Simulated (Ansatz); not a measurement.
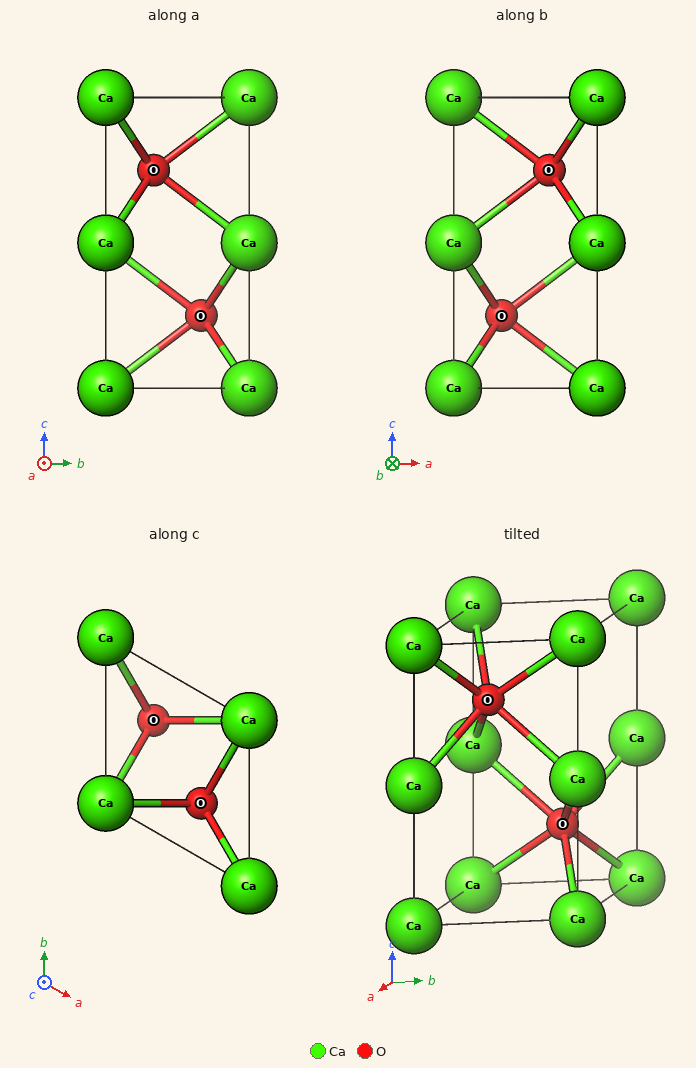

The image is a ball-and-stick drawing of a crystal, viewed along the a axis, along the b axis, along the c axis and slightly off an axis. The parallelepiped is the conventional unit cell.

Lattice parameters: a = 3.3458 Å, b = 3.3458 Å, c = 5.8673 Å, α = 90.000°, β = 90.000°, γ = 120.000°.

Q: Reconstruct the structure as a CIF with its space group and independent sites.

A:
```cif
data_structure
_symmetry_space_group_name_H-M 'P 63/m m c'
_symmetry_Int_Tables_number 194
_cell_length_a 3.3458
_cell_length_b 3.3458
_cell_length_c 5.8673
_cell_angle_alpha 90.000
_cell_angle_beta 90.000
_cell_angle_gamma 120.000
_cell_volume 56.88
loop_
_atom_site_label
_atom_site_type_symbol
_atom_site_symmetry_multiplicity
_atom_site_Wyckoff_symbol
_atom_site_fract_x
_atom_site_fract_y
_atom_site_fract_z
_atom_site_occupancy
Ca1 Ca 2 a 0.0000 0.0000 0.0000 1
O1 O 2 c 0.3333 0.6667 0.2500 1
```

Its origin is a structure type filled with these elements by a generator (whether the compound takes this form wasn't checked). This is the structure after a relaxation with DFT, PBE, plane waves, PAW (Ansatz 0.2.0).
